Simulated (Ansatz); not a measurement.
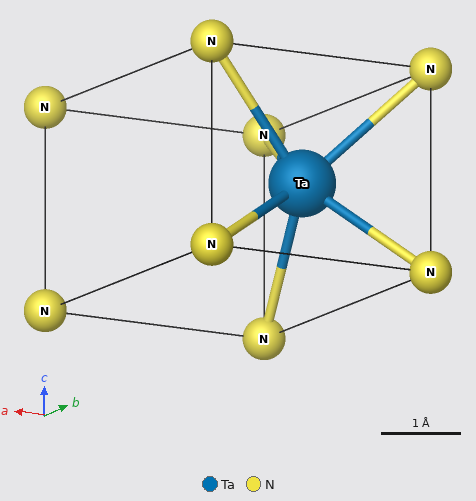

Normal modes of a crystal of TaN relaxed at 4 GPa, at the zone centre. A ball-and-stick model of the cell of the calculation, seen from a free direction.

The calculation used DFT PBEsol, scalar-relativistic, plane waves, PAW in Ansatz.

Input file:
```yaml
crystal:
  lattice:
    - [2.9130891655, 0.0, 0.0]
    - [-1.4565445828, 2.5228092208, 0.0]
    - [0.0, 0.0, 2.8611666242]
  atoms:
    - { symbol: Ta, position: [0.3333333333, 0.6666666667, 0.5] }
    - { symbol: "N", position: [0.0, 0.0, 0.0] }
basis:
  ecutwfc: 420
kpoints:
  mp_grid: { grid: [18, 18, 14] }
hamiltonian:
  xc: pbesol
scf:
  occupations: { method: fermi_dirac, width: 0.15 }
output:
  eigenvalues: true
phonons:
  method: dfpt
  eigenvectors: true
```

Command:
```bash
ansatz run input.yaml --threads 1 --pin off --max-ram 3072MiB --backend cpu --events-out ev --progress --plain --runs-dir out
```

The frequencies depend somewhat on the k-mesh and the smearing.

### List the optical modes.

The calculation's cell holds 2 atoms, so there are 3 optical modes, in 2 levels. The optical modes span E′ + A₂″. No level is unstable.

| level | symmetry | frequency (cm⁻¹) | activity |
| --- | --- | --- | --- |
| 1 | E′ | 541 | infrared- and Raman-active |
| 2 | A₂″ | 569 | infrared-active |

The crystal is a metal, so free carriers screen the infrared response.

The displacement patterns (one member of each degenerate set):

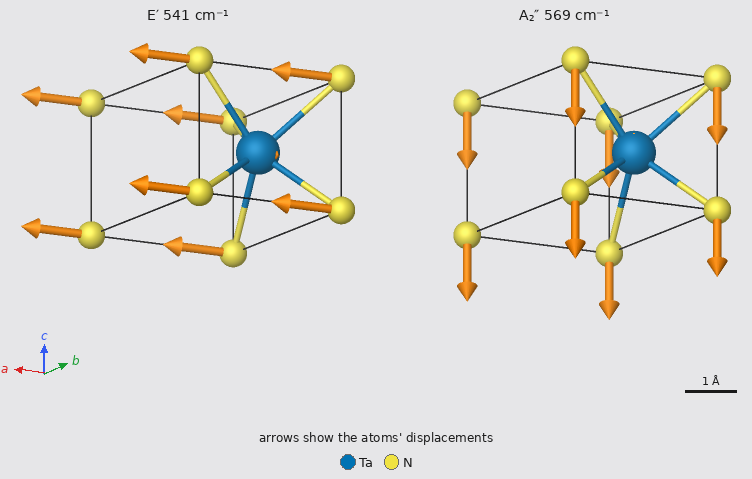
